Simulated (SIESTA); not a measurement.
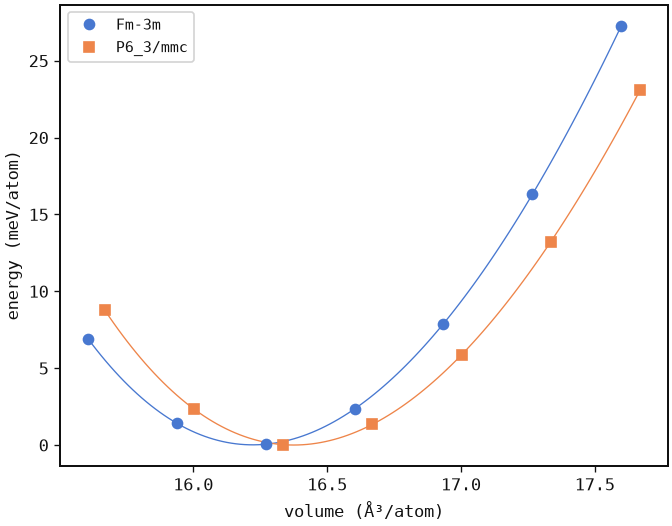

The plot gives the computed energy against volume, with one curve for each structure, for Al. Each energy curve has its own zero, so the curves don't rank the structures.

Method: DFT in numerical atomic orbitals with pseudopotentials, no spin polarisation; energies at scaled volumes of the given cell, shape and fractions fixed, counted from the fit's minimum, third-order Birch-Murnaghan fit (SIESTA 5.4.2). Level: PBEsol.

- occupations: Fermi–Dirac
- smearing width: 0.05 eV
- potentials: PseudoDojo 0.4 standard, converted to PSML, two zetas on semicore shells

Settings that differ: Fm-3m: k mesh 11×11×11; P6_3/mmc: k mesh 11×11×6.

> Order the curves by fitted equilibrium volume, smallest first.

Fm-3m 16.222, P6_3/mmc 16.375 Å³/atom.

> Order the curves by fitted bulk modulus, smallest first.

P6_3/mmc 84.5, Fm-3m 87.8 GPa.

Caveats: mulliken charges of long orbitals.
